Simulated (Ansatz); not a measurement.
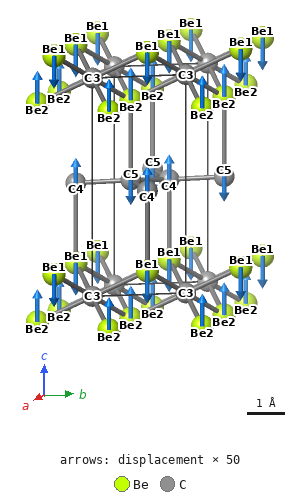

A relaxation of a crystal of Be2C3 (built on the A-type sesquioxide_164 type). The starting structure is drawn; blue arrows show the displacements (the part carried along by the change of the cell is left out), magnified 50 times.

Style: ball-and-stick. Shown: the cell of the calculation, slightly off an axis.

Case: A-type sesquioxide type (P-3m1, No. 164).

The calculation used DFT r2SCAN, scalar-relativistic, plane waves, PAW (Ansatz).

Input file:
```yaml
crystal:
  lattice:
    - [2.648456419, 0.0, 0.0]
    - [-1.3242282095, 2.2936305396, 0.0]
    - [0.0, 0.0, 5.9647887504]
  atoms:
    - { symbol: Be, position: [0.3333333333, 0.6666666667, 0.1237248956] }
    - { symbol: Be, position: [0.6666666667, 0.3333333333, 0.8762751044] }
    - { symbol: C, position: [0.0, 0.0, 0.0] }
    - { symbol: C, position: [0.3333333333, 0.6666666667, 0.4901045128] }
    - { symbol: C, position: [0.6666666667, 0.3333333333, 0.5098954872] }
basis:
  ecutwfc: 500
kpoints:
  mp_grid: { grid: [18, 18, 6] }
hamiltonian:
  xc: r2scan
scf:
  occupations: { method: gaussian, width: 0.1 }
output:
  forces: true
  stress: true
  eigenvalues: true
relax:
  adjacent_minimum: "off"
  f_tol: 0.01
  max_steps: 80
  cell: { stress_tol: 0.05 }
```

Run as
```bash
ansatz run input.yaml --threads 1 --pin off --max-ram 2560MiB --backend cpu --events-out ev --progress --plain --runs-dir out
```

> What happened in the run?

The largest moves relative to the cell, 0.018 Å, are those of Be1 and Be2. Be2 goes along +c. Largest moves by element: Be 0.018 Å, C 0.014 Å. The volume changes by +0.9 %, with a = b 2.648 → 2.647 Å (−0.1 %), c 5.965 → 6.024 Å (+1.0 %). Some distances before and after: Be1–C4 2.185 → 2.239 Å, Be1–C3 1.698 → 1.692 Å. The space group stays P-3m1 (No. 164). After 6 accepted moves (7 points after the start) the energy has fallen by 2.2 meV per cell of the calculation. Largest force component: 0.14 eV/Å at the start, 0.00038 eV/Å at the end. Pressure: −0.42 GPa at the start and 0.00 GPa at the end. The SCF was repeated once at an unchanged geometry on a basis and grid sized afresh for the cell, which shifted the energy by less than 0.05 meV per cell of the calculation at most. The run took 120 s on 1 thread of Arm Neoverse V1, on a shared host, peak memory 0.47 GiB.
